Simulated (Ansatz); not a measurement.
**Germanium, diamond under LDA: convergence with the Methfessel-Paxton smearing**

How small must the Methfessel-Paxton smearing width be for energy and pressure to settle? The geometry was relaxed under LDA beforehand and stays fixed; 7 values are run, from 0.01 to 1.0 eV. Wanted are the values from which on the energy stays within 10 and 1 meV/atom, and the pressure within 0.5 GPa, of the narrowest run. Within the series other settings stay, but some runs also write fields, which adds to their time. Spin polarisation is left out.

Program: Ansatz 0.2.0. Level of theory: DFT LDA, plane waves with PAW, scalar-relativistic. These are calculated values, not measurements.

1 further run of the same task is left out (set aside as unsound or not needed).

## (1) The structure to begin with

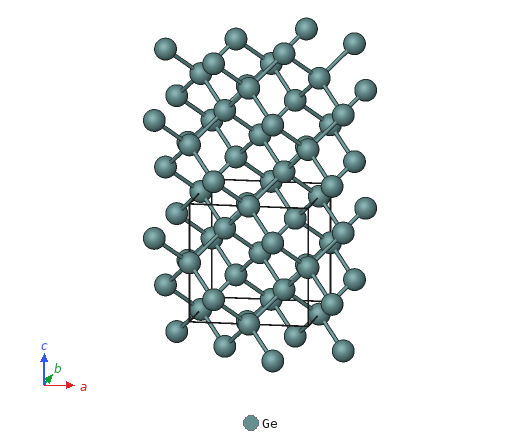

The structure, seen slightly off an axis (germanium teal). 1×1×2 conventional cells are drawn; the run uses a primitive one. Any atoms on the faces are drawn again on the opposite ones, and bonded neighbours outside are added.

Structure file:

```xyz
2
Lattice="0.0000 2.8148 2.8148 2.8148 0.0000 2.8148 2.8148 2.8148 0.0000" Properties=species:S:1:pos:R:3 pbc="T T T"
Ge    2.8148    2.8148    2.8148
Ge    4.2222    4.2222    4.2222
```

## (2) With a width of 0.01 eV

The run at 0.01 eV.

input.yaml

```yaml
crystal:
  lattice:
    - [0.0, 2.8147752533, 2.8147752533]
    - [2.8147752533, 0.0, 2.8147752533]
    - [2.8147752533, 2.8147752533, 0.0]
  atoms:
    - { symbol: Ge, position: [0.5, 0.5, 0.5] }
    - { symbol: Ge, position: [0.75, 0.75, 0.75] }
hamiltonian:
  xc: lda
  pseudopotentials:
    kind: paw
    azcp:
      Ge: "pseudopotentials/Ge.paw.azcp"
basis:
  ecutwfc: 420
  fft_grid_basis: typed
kpoints:
  mp_grid: { grid: [10, 10, 10], shift: [0, 0, 0] }
magnetization:
  spin_polarized: false
scf:
  occupations: { method: methfessel_paxton, width: 0.01 }
  lower_state_search: "off"
output:
  stress: true
  write_density: true
  write_potential: true
  elf: true
  volumetric_format: npy
```

Run with:

```
ansatz run input.yaml --threads 2 --pin off --max-ram 5120MiB --backend cpu --events-out ev --progress --plain --runs-dir out
```

What it wrote (excerpt; [...] marks lines left out):

```text
Warning: <dir> the record states the generating functional pbe (its physics header spells it `PBE`), which answers neither for hamiltonian.xc's functional nor for the lda family's — results may be inconsistent (PPs are generated against a specific XC)
Warning: RAYON_NUM_THREADS=2 ignored (pool sized by the plan → 2); use --threads N
[...]
Pseudopotentials: kind: paw
Pseudopotential: Ge, paw, valence charge 14, recommended cutoff 420 eV (normal), <dir>
Functional definition: SPW92
[...]
Crystal: 2 atoms, lattice volume = 44.603 Å³
Basis set: ecut = 420 eV, 893 PW (Γ)
Bands: 18, of which v1, the nominal top of the filled ones, is band 14 counted from 1 (13 counted from 0)
Symmetry: 48 space group operations
Space group: Fd-3m (ITA 227), of the structure as read, at distance tolerance 3.5e-5 Å
k-points: 47 of 1000
[...]
SCF iter   1: F=—  HF=-8431.438366 eV  |F-HF|=—  |Δ(HF+E_count)|=         —  Δρ=4.95e-3  dr2=4.36e-3  ethr=1.77e-3  ⟨swp⟩=6.0  Hψ=3948  notcnv=0
[...]
SCF iter   5: F=-8431.436528 eV  HF=-8431.436528 eV  |F-HF|=1.22e-7  |Δ(HF+E_count)|=   5.58e-6  S|Δr|=    0.00e0  Δρ=1.21e-5  dr2=6.18e-8  ethr=3.57e-10  ⟨swp⟩=6.1  Hψ=5337  notcnv=0
[...]
SCF converged after 5 iterations
Stability not checked: this state was not tested for a lower state beside it, because cold or Methfessel-Paxton smearing, or corrected tetrahedra, fill the levels in a way that the test cannot read (fill_not_monotonic; see scf.lower_state_search)
Free energy (F): -8431.436528 eV
[...]
E sigma→0 (E₀):  -8431.436526 eV
Entropy (-TS):   -0.000007 eV (-0.004 meV/atom)
Fermi energy:    8.462774 eV
Step filling:    the computed levels leave a gap of 0.0000 eV = 0.0 smearing widths at the electron count; against every level under it full and every level over it empty, smearing changes F+E_penalty+E_count by -7.47e-3 meV and its σ→0 estimate by -5.60e-3 meV
[...]
--- Stress (GPa, compression-positive) ---
       -0.286919       0.000000       0.000000
        0.000000      -0.286919       0.000000
        0.000000       0.000000      -0.286919
  P = ⅓ Tr σ = -0.2869 GPa (-2.869 kbar)
--- Band table (eV; the first three rows and the last of 47) ---
  k-point 0: bands = ["-16.4848", "-16.4848", "-16.4848", "-16.4472", "-16.4472", "-16.2277", "-16.2277", "-16.2277", "-16.2137", "-16.2137", "-4.4720", "8.4074", "8.4608", "8.4608", "8.4608", "10.9946", "10.9946", "10.9946"]
[...]
```

It took 1.5 s on 2 threads of Arm Neoverse V1, shared host; peak memory 0.31 GiB.

## (3) With a width of 0.03 eV

The run at 0.03 eV.

input.yaml, as its differences from that of step 2:

```diff
@@ -22,3 +22,3 @@
 scf:
-  occupations: { method: methfessel_paxton, width: 0.01 }
+  occupations: { method: methfessel_paxton, width: 0.03 }
   lower_state_search: "off"
```

Run with:

```
ansatz run input.yaml --threads 2 --pin off --max-ram 5120MiB --backend cpu --events-out ev --progress --plain --runs-dir out
```

What it wrote (excerpt; [...] marks lines left out):

```text
Warning: <dir> the record states the generating functional pbe (its physics header spells it `PBE`), which answers neither for hamiltonian.xc's functional nor for the lda family's — results may be inconsistent (PPs are generated against a specific XC)
Warning: RAYON_NUM_THREADS=2 ignored (pool sized by the plan → 2); use --threads N
[...]
[... 3 set-up lines as earlier in the session ...]
[...]
Crystal: 2 atoms, lattice volume = 44.603 Å³
Basis set: ecut = 420 eV, 893 PW (Γ)
Bands: 18, of which v1, the nominal top of the filled ones, is band 14 counted from 1 (13 counted from 0)
[... 2 set-up lines as earlier in the session ...]
k-points: 47 of 1000
[...]
SCF iter   1: F=—  HF=-8431.438467 eV  |F-HF|=—  |Δ(HF+E_count)|=         —  Δρ=4.94e-3  dr2=4.33e-3  ethr=1.77e-3  ⟨swp⟩=6.0  Hψ=3940  notcnv=0
[...]
SCF iter   5: F=-8431.436543 eV  HF=-8431.436543 eV  |F-HF|=8.85e-9  |Δ(HF+E_count)|=   7.20e-6  S|Δr|=    0.00e0  Δρ=1.05e-5  dr2=2.97e-8  ethr=3.57e-10  ⟨swp⟩=6.3  Hψ=5480  notcnv=0
[...]
SCF converged after 5 iterations
Stability not checked: this state was not tested for a lower state beside it, because cold or Methfessel-Paxton smearing, or corrected tetrahedra, fill the levels in a way that the test cannot read (fill_not_monotonic; see scf.lower_state_search)
Free energy (F): -8431.436543 eV
[...]
E sigma→0 (E₀):  -8431.436538 eV
Entropy (-TS):   -0.000021 eV (-0.011 meV/atom)
Fermi energy:    8.466753 eV
[...]
--- Stress (GPa, compression-positive) ---
       -0.286387      -0.000000       0.000000
        0.000000      -0.286387      -0.000000
        0.000000       0.000000      -0.286387
  P = ⅓ Tr σ = -0.2864 GPa (-2.864 kbar)
--- Band table (eV; the first three rows and the last of 47) ---
  k-point 0: bands = ["-16.4842", "-16.4842", "-16.4842", "-16.4466", "-16.4466", "-16.2271", "-16.2271", "-16.2271", "-16.2131", "-16.2131", "-4.4720", "8.4075", "8.4608", "8.4608", "8.4608", "10.9947", "10.9947", "10.9947"]
[...]
```

It took 1.4 s on 2 threads of Arm Neoverse V1, shared host; peak memory 0.31 GiB.

## (4) With a width of 0.1 eV

The run at 0.1 eV.

input.yaml, as its differences from that of step 3:

```diff
@@ -22,3 +22,3 @@
 scf:
-  occupations: { method: methfessel_paxton, width: 0.03 }
+  occupations: { method: methfessel_paxton, width: 0.1 }
   lower_state_search: "off"
@@ -26,5 +26 @@
   stress: true
-  write_density: true
-  write_potential: true
-  elf: true
-  volumetric_format: npy
```

Run with:

```
ansatz run input.yaml --threads 2 --pin off --max-ram 5120MiB --backend cpu --events-out ev --progress --plain --runs-dir out
```

What it wrote (excerpt; [...] marks lines left out):

```text
Warning: <dir> the record states the generating functional pbe (its physics header spells it `PBE`), which answers neither for hamiltonian.xc's functional nor for the lda family's — results may be inconsistent (PPs are generated against a specific XC)
Warning: RAYON_NUM_THREADS=2 ignored (pool sized by the plan → 2); use --threads N
[...]
[... 3 set-up lines as earlier in the session ...]
[...]
Crystal: 2 atoms, lattice volume = 44.603 Å³
Basis set: ecut = 420 eV, 893 PW (Γ)
Bands: 18, of which v1, the nominal top of the filled ones, is band 14 counted from 1 (13 counted from 0)
[... 2 set-up lines as earlier in the session ...]
k-points: 47 of 1000
[...]
SCF iter   1: F=—  HF=-8431.438669 eV  |F-HF|=—  |Δ(HF+E_count)|=         —  Δρ=4.89e-3  dr2=4.22e-3  ethr=1.77e-3  ⟨swp⟩=5.7  Hψ=3962  notcnv=0
[...]
SCF iter   6: F=-8431.436553 eV  HF=-8431.436553 eV  |F-HF|=3.26e-8  |Δ(HF+E_count)|=   1.79e-7  S|Δr|=    0.00e0  Δρ=8.49e-6  dr2=1.37e-8  ethr=3.57e-10  ⟨swp⟩=4.0  Hψ=2502  notcnv=0
[...]
SCF converged after 6 iterations
Stability not checked: this state was not tested for a lower state beside it, because cold or Methfessel-Paxton smearing, or corrected tetrahedra, fill the levels in a way that the test cannot read (fill_not_monotonic; see scf.lower_state_search)
Free energy (F): -8431.436553 eV
[...]
E sigma→0 (E₀):  -8431.436557 eV
Entropy (-TS):   0.000017 eV (0.008 meV/atom)
Fermi energy:    8.482655 eV
Step filling:    the computed levels leave a gap of 0.0000 eV = 0.0 smearing widths at the electron count; against every level under it full and every level over it empty, smearing changes F+E_penalty+E_count by -0.032 meV and its σ→0 estimate by -0.036 meV
[...]
--- Stress (GPa, compression-positive) ---
       -0.289079      -0.000000       0.000000
        0.000000      -0.289079       0.000000
        0.000000       0.000000      -0.289079
  P = ⅓ Tr σ = -0.2891 GPa (-2.891 kbar)
```

It took 1.2 s on 2 threads of Arm Neoverse V1, shared host; peak memory 0.31 GiB.

## (5) With a width of 0.2 eV

The run at 0.2 eV.

input.yaml, as its differences from that of step 4:

```diff
@@ -22,3 +22,3 @@
 scf:
-  occupations: { method: methfessel_paxton, width: 0.1 }
+  occupations: { method: methfessel_paxton, width: 0.2 }
   lower_state_search: "off"
@@ -26 +26,5 @@
   stress: true
+  write_density: true
+  write_potential: true
+  elf: true
+  volumetric_format: npy
```

Run with:

```
ansatz run input.yaml --threads 2 --pin off --max-ram 5120MiB --backend cpu --events-out ev --progress --plain --runs-dir out
```

What it wrote (excerpt; [...] marks lines left out):

```text
Warning: <dir> the record states the generating functional pbe (its physics header spells it `PBE`), which answers neither for hamiltonian.xc's functional nor for the lda family's — results may be inconsistent (PPs are generated against a specific XC)
Warning: RAYON_NUM_THREADS=2 ignored (pool sized by the plan → 2); use --threads N
[...]
[... 3 set-up lines as earlier in the session ...]
[...]
Crystal: 2 atoms, lattice volume = 44.603 Å³
Basis set: ecut = 420 eV, 893 PW (Γ)
Bands: 18, of which v1, the nominal top of the filled ones, is band 14 counted from 1 (13 counted from 0)
[... 2 set-up lines as earlier in the session ...]
k-points: 47 of 1000
[...]
SCF iter   1: F=—  HF=-8431.438290 eV  |F-HF|=—  |Δ(HF+E_count)|=         —  Δρ=4.92e-3  dr2=4.29e-3  ethr=1.77e-3  ⟨swp⟩=5.0  Hψ=3650  notcnv=0
[...]
SCF converged after 8 iterations
Stability not checked: this state was not tested for a lower state beside it, because cold or Methfessel-Paxton smearing, or corrected tetrahedra, fill the levels in a way that the test cannot read (fill_not_monotonic; see scf.lower_state_search)
Free energy (F): -8431.436356 eV
[...]
E sigma→0 (E₀):  -8431.436502 eV
Entropy (-TS):   0.000586 eV (0.293 meV/atom)
Fermi energy:    8.441391 eV
Step filling:    the computed levels leave a gap of 0.0000 eV = 0.0 smearing widths at the electron count; against every level under it full and every level over it empty, smearing changes F+E_penalty+E_count by +0.165 meV and its σ→0 estimate by +0.018 meV
[...]
--- Stress (GPa, compression-positive) ---
       -0.307461      -0.000000       0.000000
       -0.000000      -0.307461      -0.000000
        0.000000      -0.000000      -0.307461
  P = ⅓ Tr σ = -0.3075 GPa (-3.075 kbar)
--- Band table (eV; the first three rows and the last of 47) ---
  k-point 0: bands = ["-16.4843", "-16.4843", "-16.4843", "-16.4467", "-16.4467", "-16.2272", "-16.2272", "-16.2272", "-16.2132", "-16.2132", "-4.4720", "8.4074", "8.4607", "8.4607", "8.4607", "10.9946", "10.9946", "10.9946"]
[...]
```

Wall time 1.6 s (2 threads of Arm Neoverse V1, shared host); peak memory 0.31 GiB.

## (6) With a width of 0.3 eV

The run at 0.3 eV.

input.yaml, as its differences from that of step 5:

```diff
@@ -22,3 +22,3 @@
 scf:
-  occupations: { method: methfessel_paxton, width: 0.2 }
+  occupations: { method: methfessel_paxton, width: 0.3 }
   lower_state_search: "off"
@@ -26,5 +26 @@
   stress: true
-  write_density: true
-  write_potential: true
-  elf: true
-  volumetric_format: npy
```

Run with:

```
ansatz run input.yaml --threads 2 --pin off --max-ram 5120MiB --backend cpu --events-out ev --progress --plain --runs-dir out
```

What it wrote (excerpt; [...] marks lines left out):

```text
Warning: <dir> the record states the generating functional pbe (its physics header spells it `PBE`), which answers neither for hamiltonian.xc's functional nor for the lda family's — results may be inconsistent (PPs are generated against a specific XC)
Warning: RAYON_NUM_THREADS=2 ignored (pool sized by the plan → 2); use --threads N
[...]
[... 3 set-up lines as earlier in the session ...]
[...]
Crystal: 2 atoms, lattice volume = 44.603 Å³
Basis set: ecut = 420 eV, 893 PW (Γ)
Bands: 18, of which v1, the nominal top of the filled ones, is band 14 counted from 1 (13 counted from 0)
[... 2 set-up lines as earlier in the session ...]
k-points: 47 of 1000
[...]
SCF iter   1: F=—  HF=-8431.437993 eV  |F-HF|=—  |Δ(HF+E_count)|=         —  Δρ=4.98e-3  dr2=4.41e-3  ethr=1.77e-3  ⟨swp⟩=5.0  Hψ=3516  notcnv=0
[...]
SCF iter   8: F=-8431.436156 eV  HF=-8431.436156 eV  |F-HF|=3.02e-8  |Δ(HF+E_count)|=   9.72e-8  S|Δr|=    0.00e0  Δρ=7.70e-6  dr2=1.28e-8  ethr=3.57e-10  ⟨swp⟩=4.0  Hψ=2950  notcnv=0
[...]
SCF converged after 8 iterations
Stability not checked: this state was not tested for a lower state beside it, because cold or Methfessel-Paxton smearing, or corrected tetrahedra, fill the levels in a way that the test cannot read (fill_not_monotonic; see scf.lower_state_search)
Free energy (F): -8431.436156 eV
[...]
E sigma→0 (E₀):  -8431.436285 eV
Entropy (-TS):   0.000517 eV (0.258 meV/atom)
Fermi energy:    8.455021 eV
Step filling:    the computed levels leave a gap of 0.0000 eV = 0.0 smearing widths at the electron count; against every level under it full and every level over it empty, smearing changes F+E_penalty+E_count by +0.365 meV and its σ→0 estimate by +0.236 meV
[...]
--- Stress (GPa, compression-positive) ---
       -0.279121       0.000000       0.000000
        0.000000      -0.279121      -0.000000
       -0.000000       0.000000      -0.279121
  P = ⅓ Tr σ = -0.2791 GPa (-2.791 kbar)
```

Wall time 1.2 s (2 threads of Arm Neoverse V1, shared host); peak memory 0.31 GiB.

## (7) With a width of 0.6 eV

The run at 0.6 eV.

input.yaml, as its differences from that of step 6:

```diff
@@ -22,3 +22,3 @@
 scf:
-  occupations: { method: methfessel_paxton, width: 0.3 }
+  occupations: { method: methfessel_paxton, width: 0.6 }
   lower_state_search: "off"
```

Run with:

```
ansatz run input.yaml --threads 2 --pin off --max-ram 5120MiB --backend cpu --events-out ev --progress --plain --runs-dir out
```

What it wrote (excerpt; [...] marks lines left out):

```text
Warning: <dir> the record states the generating functional pbe (its physics header spells it `PBE`), which answers neither for hamiltonian.xc's functional nor for the lda family's — results may be inconsistent (PPs are generated against a specific XC)
Warning: RAYON_NUM_THREADS=2 ignored (pool sized by the plan → 2); use --threads N
band count auto-derived: 19 (N_el = 28.0; filled up to band 14; 18 by the electrons, moments and atoms)
[...]
[... 3 set-up lines as earlier in the session ...]
[...]
Crystal: 2 atoms, lattice volume = 44.603 Å³
Basis set: ecut = 420 eV, 893 PW (Γ)
Bands: 19, of which v1, the nominal top of the filled ones, is band 14 counted from 1 (13 counted from 0)
[... 2 set-up lines as earlier in the session ...]
k-points: 47 of 1000
[...]
SCF iter   1: F=—  HF=-8431.434823 eV  |F-HF|=—  |Δ(HF+E_count)|=         —  Δρ=5.00e-3  dr2=4.48e-3  ethr=1.77e-3  ⟨swp⟩=5.0  Hψ=3741  notcnv=0
[...]
SCF iter   7: F=-8431.432944 eV  HF=-8431.432944 eV  |F-HF|=1.34e-7  |Δ(HF+E_count)|=   1.74e-7  S|Δr|=    0.00e0  Δρ=1.53e-5  dr2=6.93e-8  ethr=3.57e-10  ⟨swp⟩=2.8  Hψ=3362  notcnv=0
[...]
SCF converged after 7 iterations
Stability not checked: this state was not tested for a lower state beside it, because cold or Methfessel-Paxton smearing, or corrected tetrahedra, fill the levels in a way that the test cannot read (fill_not_monotonic; see scf.lower_state_search)
Free energy (F): -8431.432944 eV
[...]
E sigma→0 (E₀):  -8431.436993 eV
Entropy (-TS):   0.016198 eV (8.099 meV/atom)
Fermi energy:    8.543340 eV
Step filling:    the computed levels leave a gap of 0.0000 eV = 0.0 smearing widths at the electron count; against every level under it full and every level over it empty, smearing changes F+E_penalty+E_count by +3.578 meV and its σ→0 estimate by -0.472 meV
[...]
--- Stress (GPa, compression-positive) ---
       -0.230232       0.000000       0.000000
        0.000000      -0.230232      -0.000000
       -0.000000      -0.000000      -0.230232
  P = ⅓ Tr σ = -0.2302 GPa (-2.302 kbar)
```

Run time: 1.2 s. Hardware: 2 threads of Arm Neoverse V1, shared host; peak memory 0.31 GiB.

## (8) With a width of 1.0 eV

The run at 1.0 eV.

input.yaml, as its differences from that of step 7:

```diff
@@ -22,3 +22,3 @@
 scf:
-  occupations: { method: methfessel_paxton, width: 0.6 }
+  occupations: { method: methfessel_paxton, width: 1.0 }
   lower_state_search: "off"
@@ -26 +26,5 @@
   stress: true
+  write_density: true
+  write_potential: true
+  elf: true
+  volumetric_format: npy
```

Run with:

```
ansatz run input.yaml --threads 2 --pin off --max-ram 5120MiB --backend cpu --events-out ev --progress --plain --runs-dir out
```

What it wrote (excerpt; [...] marks lines left out):

```text
Warning: <dir> the record states the generating functional pbe (its physics header spells it `PBE`), which answers neither for hamiltonian.xc's functional nor for the lda family's — results may be inconsistent (PPs are generated against a specific XC)
Warning: RAYON_NUM_THREADS=2 ignored (pool sized by the plan → 2); use --threads N
band count auto-derived: 20 (N_el = 28.0; filled up to band 14; 18 by the electrons, moments and atoms)
[...]
[... 3 set-up lines as earlier in the session ...]
[...]
Crystal: 2 atoms, lattice volume = 44.603 Å³
Basis set: ecut = 420 eV, 893 PW (Γ)
Bands: 20, of which v1, the nominal top of the filled ones, is band 14 counted from 1 (13 counted from 0)
[... 2 set-up lines as earlier in the session ...]
k-points: 47 of 1000
[...]
SCF converged after 8 iterations
Stability not checked: this state was not tested for a lower state beside it, because cold or Methfessel-Paxton smearing, or corrected tetrahedra, fill the levels in a way that the test cannot read (fill_not_monotonic; see scf.lower_state_search)
Free energy (F): -8431.407112 eV
[...]
E sigma→0 (E₀):  -8431.433020 eV
Entropy (-TS):   0.103634 eV (51.817 meV/atom)
Fermi energy:    8.613737 eV
Step filling:    the computed levels leave a gap of 0.0000 eV = 0.0 smearing widths at the electron count; against every level under it full and every level over it empty, smearing changes F+E_penalty+E_count by +29.409 meV and its σ→0 estimate by +3.501 meV
[...]
--- Stress (GPa, compression-positive) ---
       -0.429494      -0.000000      -0.000000
        0.000000      -0.429494      -0.000000
        0.000000      -0.000000      -0.429494
  P = ⅓ Tr σ = -0.4295 GPa (-4.295 kbar)
--- Band table (eV; the first three rows and the last of 47) ---
  k-point 0: bands = ["-16.4828", "-16.4828", "-16.4828", "-16.4453", "-16.4453", "-16.2257", "-16.2257", "-16.2257", "-16.2117", "-16.2117", "-4.4713", "8.4084", "8.4616", "8.4616", "8.4616", "10.9952", "10.9952", "10.9952", "14.6949", "18.0147"]
[...]
```

Wall time 2.1 s (2 threads of Arm Neoverse V1, shared host); peak memory 0.32 GiB.

## (9) Convergence table

Differences are taken from the run at 0.01 eV.

```tsv
smearing (eV)	F (meV/atom)	E(σ → 0) (meV/atom)	P (GPa)	SCF cycles	CPU time
0.01	0.00	0.00	-0.29	5	2.8 s
0.03	-0.01	-0.01	-0.29	5	2.6 s
0.1	-0.01	-0.02	-0.29	6	2.1 s
0.2	0.09	0.01	-0.31	8	3 s
0.3	0.19	0.12	-0.28	8	2.2 s
0.6	1.79	-0.23	-0.23	7	2.2 s
1.0	14.71	1.75	-0.43	8	3.9 s
```

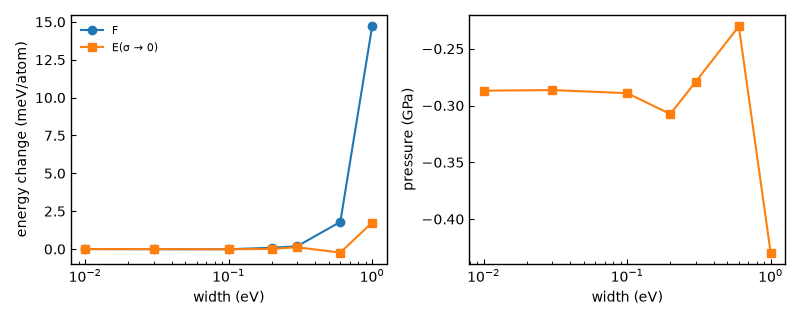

Energy and pressure against the Methfessel-Paxton smearing width.

## (10) Outcome

| quantity | value |
| --- | --- |
| E(σ → 0) stays within 10 meV/atom of 0.01 eV | up to 1.0 eV |
| E(σ → 0) stays within 1 meV/atom | up to 0.6 eV |
| pressure stays within 0.5 GPa | up to 1.0 eV |
| pressure at 0.01 eV | -0.29 GPa |

What this shows: The far end, 1.0 eV, lies +1.8 meV/atom and -0.1 GPa from the yardstick. Over the range F shifts by +14.7 meV/atom, while E(σ → 0) shifts by +1.8. This scheme cancels the term in the square of the width, so F moves little up to 0.2 eV. The mesh (10×10×10) is fixed, so the narrowest widths carry a k-point error of their own.
